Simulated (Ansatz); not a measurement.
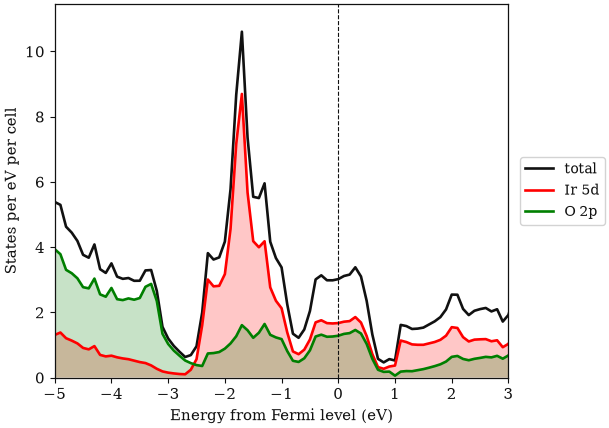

Density of states. Energies are counted from the Fermi level. The partial curves are projected on Löwdin-orthogonalised atomic shells.

The Ansatz input:

```
crystal:
  lattice:
    - [4.5288198243, 0.0, 0.0]
    - [0.0, 4.5288198243, 0.0]
    - [0.0, 0.0, 3.1798360805]
  atoms:
    - { symbol: Ir, position: [0.0, 0.0, 0.0] }
    - { symbol: Ir, position: [0.5, 0.5, 0.5] }
    - { symbol: O, position: [0.3084157491, 0.3084157491, 0.0] }
    - { symbol: O, position: [0.1915842509, 0.8084157491, 0.5] }
    - { symbol: O, position: [0.6915842509, 0.6915842509, 0.0] }
    - { symbol: O, position: [0.8084157491, 0.1915842509, 0.5] }
basis:
  ecutwfc: 420
kpoints:
  mp_grid: { grid: [8, 8, 12] }
  band_path:
    path:
      - [[0.0, 0.0, 0.0], [0.0, 0.5, 0.0], [0.5, 0.5, 0.0], [0.0, 0.0, 0.0], [0.0, 0.0, 0.5], [0.0, 0.5, 0.5], [0.5, 0.5, 0.5], [0.0, 0.0, 0.5]]
      - [[0.0, 0.5, 0.0], [0.0, 0.5, 0.5]]
      - [[0.5, 0.5, 0.0], [0.5, 0.5, 0.5]]
    npoints: 14
hamiltonian:
  xc: pbesol
scf:
  occupations: { method: gaussian, width: 0.1 }
  n_extra_bands: 15
output:
  forces: true
  stress: true
  eigenvalues: true
  populations: true
  dos: { projected: true, de: 0.02, nscf_kmesh: { grid: [12, 12, 18] } }
  bader: true
  write_density: true
  write_potential: true
  elf: true
  volumetric_format: npy
```

Run as:
```bash
ansatz run input.yaml --threads 2 --pin off --max-ram 5120MiB --backend cpu --events-out ev --progress --plain --runs-dir out
```

What is the density of states at the Fermi level?

Answer. It is a metal. The density of states at the Fermi level is about 3.1 per eV and cell (mean within 0.25 eV), or 0.51 per atom.

Where is the tallest peak in the window, and which states make it?

Answer. The tallest peak in the window is at −1.7 eV; by projected weight it is Ir 5d (80 %) and O 2p (15 %).

Which states dominate at the Fermi level?

Answer. By projected weight, the states within 0.3 eV of the Fermi level are Ir 5d (55 %) and O 2p (45 %).

The cell is at −9 GPa in this functional. Spin-orbit coupling is left out, which matters for Ir.
